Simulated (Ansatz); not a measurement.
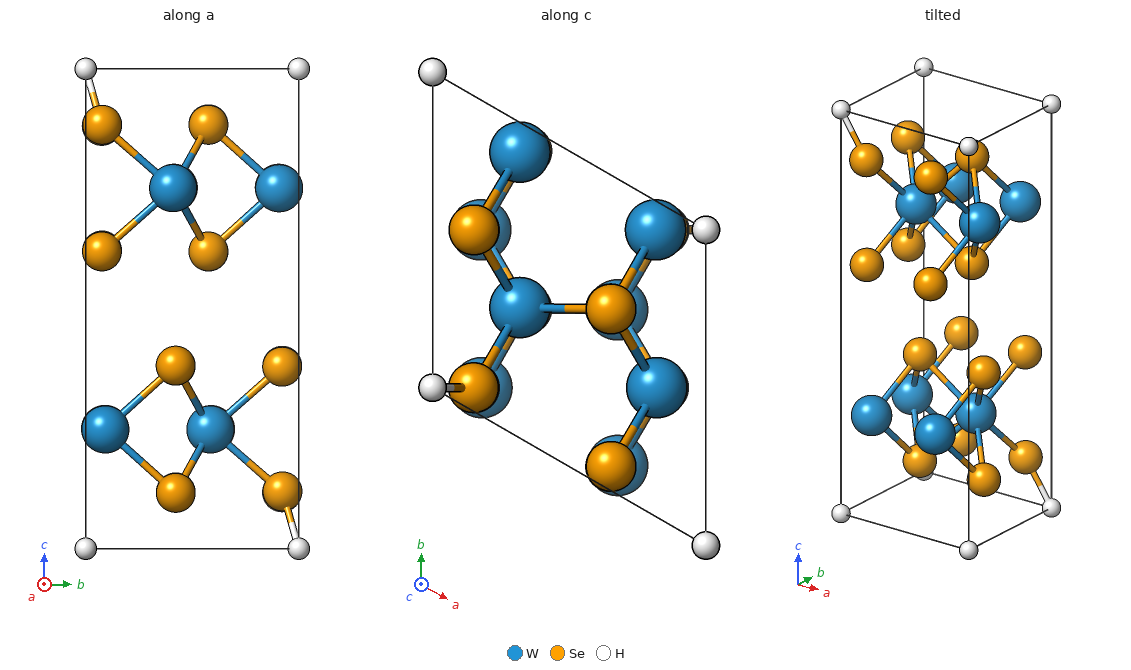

Ball-and-stick drawing of the structure, looking along the a axis, along the c axis and slightly off an axis. The simulation cell is drawn as a box.

What is this?

- The material is HW8Se16.
- Content of the cell: 1 H, 8 W, 16 Se (Z = 1).

Origin of the cell: a structure listed in the Materials Project, repeated into a supercell with a point defect put in. The atoms were relaxed in a fixed cell with DFT PBE+D3(BJ), scalar-relativistic, plane waves, PAW in Ansatz 0.2.0.
